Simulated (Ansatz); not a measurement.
Consider Cu (slab).

```cif
data_structure
_symmetry_space_group_name_H-M 'P 1'
_symmetry_Int_Tables_number 1
_cell_length_a 2.5292
_cell_length_b 2.5292
_cell_length_c 27.5191
_cell_angle_alpha 90.000
_cell_angle_beta 90.000
_cell_angle_gamma 90.000
_cell_volume 176.04
loop_
_atom_site_label
_atom_site_type_symbol
_atom_site_fract_x
_atom_site_fract_y
_atom_site_fract_z
_atom_site_occupancy
Cu1 Cu 0.50000 0.50000 0.27254 1
Cu2 Cu 0.00000 0.00000 0.33753 1
Cu3 Cu 0.50000 0.50000 0.40252 1
Cu4 Cu 0.00000 0.00000 0.46751 1
Cu5 Cu 0.50000 0.50000 0.53249 1
Cu6 Cu 0.00000 0.00000 0.59748 1
Cu7 Cu 0.50000 0.50000 0.66247 1
Cu8 Cu 0.00000 0.00000 0.72746 1
```

Computed without spin polarisation.

All numbers below come from Ansatz 0.2.0, DFT r2SCAN, scalar-relativistic, plane waves, PAW.

Question: What can the converged valence pseudo-density and electron localisation function tell about the bonding?

Answer: Cu–Cu (2.53 Å): ρ at the midpoint is about 0.28 e/Å³; the ELF is about 0.20 at the midpoint: no localised pair shows between them.

Question: Metal or insulator at this level of theory?

Answer: It is gapless in this calculation (a metal or semimetal).

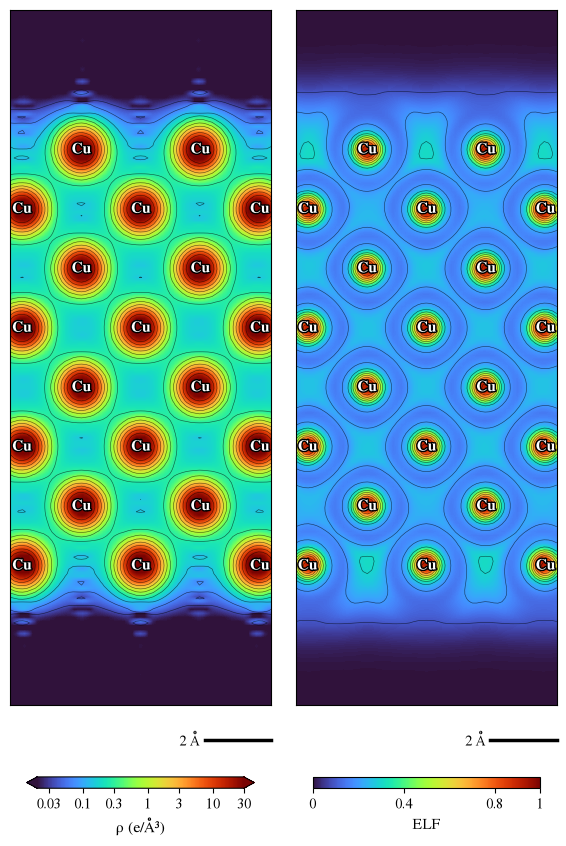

Computed valence pseudo-density and electron localisation function on the (11̄0) plane of the calculation cell, a cut from vacuum to vacuum, in this order. 

Core electrons are frozen (PAW), and the valence fields are smoothed inside the atomic spheres.
